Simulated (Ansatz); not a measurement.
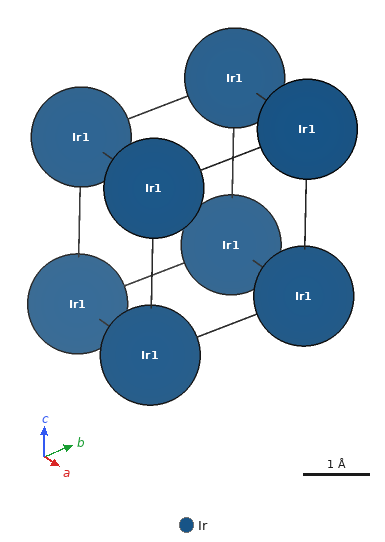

Figure 1. The structure as given in the input (spheres-only view of the cell of the calculation, set on other vectors, seen slightly off an axis; atoms are numbered from 1 in the order of the input). An atom can appear more than once, as a periodic image.

## Two runs on Ir

System: Ir (1 atom in the cell).
Method of the first run: Kohn-Sham DFT of a periodic cell, r2SCAN, Ansatz PAW, no spin polarisation (Ansatz 0.2.0).

The structure derives from an entry of the Crystallography Open Database. Text and figures count atoms from 1; the logs count them from 0 in places.

### Input, the first run
```yaml
crystal:
  lattice:
    - [0.06446927, 1.83735574, 1.75604886]
    - [1.94181314, 0.07743499, 1.74308315]
    - [2.17282487, 2.05540176, -0.15357675]
  atoms:
    - { symbol: Ir, position: [0.0, 0.0, 0.0] }
hamiltonian:
  xc: r2scan
  pseudopotentials: { kind: paw }
kpoints:
  mp_grid: { grid: [12, 13, 11] }
scf:
  occupations: { method: fermi_dirac, width: 0.05 }
output:
  forces: true
  stress: true
  eigenvalues: true
relax:
  f_tol: 0.01
  max_steps: 40
  cell: { stress_tol: 0.05 }
```

Command:
```bash
ansatz run input.yaml --threads 2 --pin off --max-ram 5632MiB --backend cpu --events-out ev --progress --plain --runs-dir out
```

Hardware: 2 threads of Arm Neoverse V2, 24 GiB of memory available, shared host.

### Output, shortened to warnings, some set-up lines, iterations and results (the first run)
```
Basis set: ecut = 500 eV, 355 PW (Γ), exchange–correlation on 80×80×96 points (64 copies of the dense FFT grid, shifted against one another)
Symmetry: 2 space group operations
k-points: 859 of 1716
Initial density: superposition of atomic densities (neutral atoms: chi_scale 0, normalization atom), corrected by the library's trained network
[...]
SCF iter   1: F=—  HF=-11948.258562 eV  |F-HF|=—  |Δ(HF+E_count)|=         —  Δρ=1.35e-2  dr2=1.14e-2  dr2_τ=4.52e-2  ethr=1.77e-3  ⟨swp⟩=5.5  Hψ=65807  notcnv=0
SCF iter   2: F=—  HF=-11948.287421 eV  |F-HF|=—  |Δ(HF+E_count)|=   2.89e-2  Δρ=8.15e-3  dr2=4.20e-3  dr2_τ=4.53e-4  ethr=6.72e-5  ⟨swp⟩=3.0  Hψ=25302  notcnv=0  defer=85
SCF iter   3: F=—  HF=-11948.287628 eV  |F-HF|=—  |Δ(HF+E_count)|=   2.07e-4  Δρ=1.18e-3  dr2=1.62e-4  dr2_τ=3.13e-5  ethr=2.47e-5  ⟨swp⟩=2.0  Hψ=18720  notcnv=0  defer=85
SCF iter   4: F=—  HF=-11948.287602 eV  |F-HF|=—  |Δ(HF+E_count)|=   2.61e-5  Δρ=2.17e-4  dr2=3.02e-6  dr2_τ=1.98e-6  ethr=9.52e-7  ⟨swp⟩=2.1  Hψ=15190  notcnv=0  defer=85
SCF iter   5: F=—  HF=-11948.287603 eV  |F-HF|=—  |Δ(HF+E_count)|=   1.02e-6  Δρ=5.82e-5  dr2=1.66e-7  dr2_τ=4.99e-8  ethr=1.78e-8  ⟨swp⟩=2.1  Hψ=15357  notcnv=0  defer=85
[... 59 lines ...]
SCF iter   2: F=—  HF=-11948.723955 eV  |F-HF|=—  |Δ(HF+E_count)|=   1.55e-6  Δρ=2.82e-5  dr2=2.31e-9  dr2_τ=3.60e-8  ethr=6.61e-11  ⟨swp⟩=2.2  Hψ=15248  notcnv=0
SCF iter   3: F=—  HF=-11948.723956 eV  |F-HF|=—  |Δ(HF+E_count)|=   5.77e-7  Δρ=2.79e-6  dr2=7.58e-11  dr2_τ=3.56e-10  ethr=1.36e-11  ⟨swp⟩=2.0  Hψ=14877  notcnv=0
SCF iter   4: F=-11948.723956 eV  HF=-11948.723956 eV  |F-HF|=1.46e-11  |Δ(HF+E_count)|=   5.27e-9  Δρ=2.18e-7  dr2=2.36e-12  dr2_τ=1.55e-12  ethr=1.00e-12  ⟨swp⟩=5.8  …
SCF 10 converged in 4 iterations: F = -11948.723956 eV  dr2 = 2.36e-12
relax step  10: F+E_penalty+E_count = -11948.72395562 eV  Δ(F+E_penalty+E_count) = +2.957e-7 eV  max|allowed force component| = 0.000e0 eV/Å  Δτ_max = 0.0000 Å  P = +0.001 …
basis re-selected at this cell: Δ(F+E_penalty+E_count) = +2.957e-7 eV, ΔP = -0.000 GPa vs the last step (what re-selecting the basis moved, of the pressure what is left beyond the Pulay correction that the steps carried, after the strain that the cell walked since its last selection, with what the …
SCF converged after 4 iterations
Free energy (F): -11948.723956 eV
Harris-Foulkes:  -11948.723956 eV  (|F-HF|=1.46e-11)
Internal energy: -11948.715988 eV  (E = F + TS)
E sigma→0 (E₀):  -11948.719972 eV
Entropy (-TS):   -0.007968 eV (-7.968 meV/atom)
Fermi energy:    25.434374 eV
--- Per-component energies (eV) ---
  E_band       = -102.622379
  E_kinetic    = 623.490493
  E_local      = -1070.898226  (includes V_loc(G=0)·N_el)
  E_nonlocal   = 73.921777
  E_hartree    = 411.713234
  E_xc         = -255.483098
  E_vxc        = -333.592793  (∫ρ·V_xc dr)
  E_paw        = -9249.696525  (= ΣΔE_a)
  E_vpaw       = -239.678083  (= ΣTr[D̂ρ^β])
  E_aug_tail   = -0.000017  (compensation charges beyond the density's cutoff)
  E_vtau       = 20.707955  (kinetic-family band-sum trace: ∫τ·v_τ [+ j·A + Jᵃ·Aᵃ] dr)
  E_ewald      = -2481.446733
  E_core_change = -0.316894  (= ΣΔE_core)
  E_smearing   = -0.007968  (= −TS)
  E_closure    = 0.000000  (closes the sum)
  Σ components = -11948.723956   (vs F -11948.723956, Δ=0.00e0)
--- Forces (eV/Å), atoms counted from 1 ---
  atom   1  Ir     0.00000000     0.00000000     0.00000000
  max |Σ_I F_I| component: 0.00e0 eV/Å
--- Stress (GPa, compression-positive) ---
        0.004042      -0.000157      -0.001733
       -0.000157       0.000142      -0.001039
       -0.001732      -0.001039      -0.000781
  P = ⅓ Tr σ = 0.0011 GPa (0.011 kbar)
--- Relaxed structure (8 steps of the walk, 8 accepted, 2 SCFs on fresh bases) ---
  F+E_penalty+E_count = -11948.72395562 eV   max|allowed force component| = 0.000e0 eV/Å   (the final SCF, on the basis selected at the relaxed cell)
  cell:  # Å, volume = 14.2056 Å³
    - [0.0016597495582714589, 1.9226566273460368, 1.9213825906165296]
    - [1.9216934818649285, 0.0035407957572015925, 1.9195579565320886]
    - [1.9265181019969402, 1.9257282905344615, -0.0011905573652339352]
  atoms:
    - { symbol: Ir, position: [0.0, 0.0, 0.0] }
```

For the second run the input was changed thus:
```diff
+  dispersion: d4
```

Predict how the results change.

The total energies belong to different models, so their difference says nothing on which is more stable or more accurate. The volume per atom goes from 14.21 to 14.11 Å³. The SCF takes 46 iterations over all geometry steps against 49.

### Output, shortened to warnings, some set-up lines, iterations and results (the second run)
```
Basis set: ecut = 500 eV, 355 PW (Γ), exchange–correlation on 80×80×96 points (64 copies of the dense FFT grid, shifted against one another)
Symmetry: 2 space group operations
k-points: 859 of 1716
Initial density: superposition of atomic densities (neutral atoms: chi_scale 0, normalization atom), corrected by the library's trained network
[...]
SCF iter   1: F=—  HF=-11948.559467 eV  |F-HF|=—  |Δ(HF+E_count)|=         —  Δρ=1.35e-2  dr2=1.14e-2  dr2_τ=4.52e-2  ethr=1.77e-3  ⟨swp⟩=5.5  Hψ=65807  notcnv=0
SCF iter   2: F=—  HF=-11948.588325 eV  |F-HF|=—  |Δ(HF+E_count)|=   2.89e-2  Δρ=8.15e-3  dr2=4.20e-3  dr2_τ=4.53e-4  ethr=6.72e-5  ⟨swp⟩=3.0  Hψ=25302  notcnv=0  defer=85
SCF iter   3: F=—  HF=-11948.588533 eV  |F-HF|=—  |Δ(HF+E_count)|=   2.07e-4  Δρ=1.18e-3  dr2=1.62e-4  dr2_τ=3.13e-5  ethr=2.47e-5  ⟨swp⟩=2.0  Hψ=18720  notcnv=0  defer=85
SCF iter   4: F=—  HF=-11948.588506 eV  |F-HF|=—  |Δ(HF+E_count)|=   2.61e-5  Δρ=2.17e-4  dr2=3.02e-6  dr2_τ=1.98e-6  ethr=9.52e-7  ⟨swp⟩=2.1  Hψ=15190  notcnv=0  defer=85
SCF iter   5: F=—  HF=-11948.588507 eV  |F-HF|=—  |Δ(HF+E_count)|=   1.02e-6  Δρ=5.82e-5  dr2=1.66e-7  dr2_τ=4.99e-8  ethr=1.78e-8  ⟨swp⟩=2.1  Hψ=15357  notcnv=0  defer=85
[... 54 lines ...]
SCF iter   2: F=—  HF=-11949.022072 eV  |F-HF|=—  |Δ(HF+E_count)|=   1.48e-6  Δρ=2.78e-5  dr2=2.16e-9  dr2_τ=3.47e-8  ethr=5.67e-11  ⟨swp⟩=2.2  Hψ=15226  notcnv=0
SCF iter   3: F=—  HF=-11949.022073 eV  |F-HF|=—  |Δ(HF+E_count)|=   5.49e-7  Δρ=1.70e-6  dr2=4.75e-11  dr2_τ=1.33e-10  ethr=1.27e-11  ⟨swp⟩=2.0  Hψ=14930  notcnv=0
SCF iter   4: F=-11949.022073 eV  HF=-11949.022073 eV  |F-HF|=1.46e-11  |Δ(HF+E_count)|=   1.78e-9  Δρ=1.98e-7  dr2=1.92e-12  dr2_τ=8.21e-13  ethr=1.00e-12  ⟨swp⟩=5.5  …
SCF 9 converged in 4 iterations: F = -11949.022073 eV  dr2 = 1.92e-12
relax step   9: F+E_penalty+E_count = -11949.02207262 eV  Δ(F+E_penalty+E_count) = -1.836e-7 eV  max|allowed force component| = 0.000e0 eV/Å  Δτ_max = 0.0000 Å  P = +0.001 …
basis re-selected at this cell: Δ(F+E_penalty+E_count) = -1.836e-7 eV, ΔP = -0.000 GPa vs the last step (what re-selecting the basis moved, of the pressure what is left beyond the Pulay correction that the steps carried, after the strain that the cell walked since its last selection, with what the …
SCF converged after 4 iterations
Free energy (F): -11949.022073 eV
Harris-Foulkes:  -11949.022073 eV  (|F-HF|=1.46e-11)
Internal energy: -11949.014194 eV  (E = F + TS)
E sigma→0 (E₀):  -11949.018133 eV
Entropy (-TS):   -0.007879 eV (-7.879 meV/atom)
Fermi energy:    25.660744 eV
--- Per-component energies (eV) ---
  E_band       = -99.336215
  E_kinetic    = 623.819628
  E_local      = -1062.868793  (includes V_loc(G=0)·N_el)
  E_nonlocal   = 73.943927
  E_hartree    = 409.274584
  E_xc         = -255.609351
  E_vxc        = -333.775859  (∫ρ·V_xc dr)
  E_paw        = -9249.729654  (= ΣΔE_a)
  E_vpaw       = -239.719564  (= ΣTr[D̂ρ^β])
  E_aug_tail   = -0.000014  (compensation charges beyond the density's cutoff)
  E_vtau       = 20.715257  (kinetic-family band-sum trace: ∫τ·v_τ [+ j·A + Jᵃ·Aᵃ] dr)
  E_ewald      = -2487.228688
  E_disp       = -0.298939  (pairwise vdW)
  E_core_change = -0.316894  (= ΣΔE_core)
  E_smearing   = -0.007879  (= −TS)
  E_closure    = 0.000000  (closes the sum)
  Σ components = -11949.022073   (vs F -11949.022073, Δ=0.00e0)
--- Forces (eV/Å), atoms counted from 1 ---
  atom   1  Ir     0.00000000     0.00000000     0.00000000
  max |Σ_I F_I| component: 0.00e0 eV/Å
--- Stress (GPa, compression-positive) ---
        0.003397       0.001153      -0.000294
        0.001153       0.000147      -0.001087
       -0.000294      -0.001088      -0.001062
  P = ⅓ Tr σ = 0.0008 GPa (0.008 kbar)
--- Relaxed structure (7 steps of the walk, 7 accepted, 2 SCFs on fresh bases) ---
  F+E_penalty+E_count = -11949.02207262 eV   max|allowed force component| = 0.000e0 eV/Å   (the final SCF, on the basis selected at the relaxed cell)
  cell:  # Å, volume = 14.1068 Å³
    - [0.0016228801929092096, 1.9181704314666048, 1.916915176938057]
    - [1.9172355916893469, 0.0034962737857544696, 1.9150951787520578]
    - [1.9220207007287062, 1.9212021139676017, -0.0011955766074729923]
  atoms:
    - { symbol: Ir, position: [0.0, 0.0, 0.0] }
```

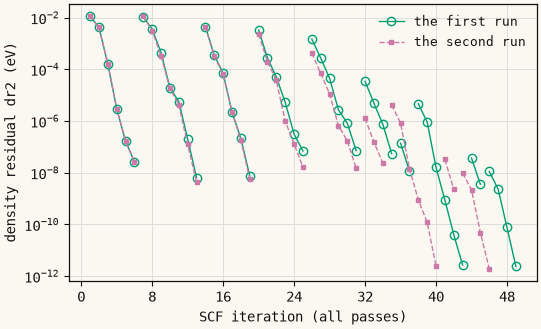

Figure 2. Convergence of the two runs: density residual dr2 against the SCF iteration. A break in a curve parts two SCF passes. The first run takes 49 iterations in all, and the second run takes 46.

### The two runs side by side

| quantity | the first run | the second run |
| --- | --- | --- |
| outcome | converged | converged |
| free energy per atom (eV) | −11948.7240 | −11949.0221 |
| energy per atom, smearing taken to zero (eV) | −11948.7200 | −11949.0181 |
| gap on the mesh (eV) | 0.00 | 0.00 |
| pressure (GPa) | 0.00 | 0.00 |
| volume per atom (Å³) | 14.21 | 14.11 |
| largest force (eV/Å) | 0.000 | 0.000 |
| SCF iterations | 49 | 46 |
| irreducible k-points | 859 | 859 |
| wall time (shared host) | 83 s | 78 s |

For both runs: Spin–orbit coupling is left out, which matters for Ir.
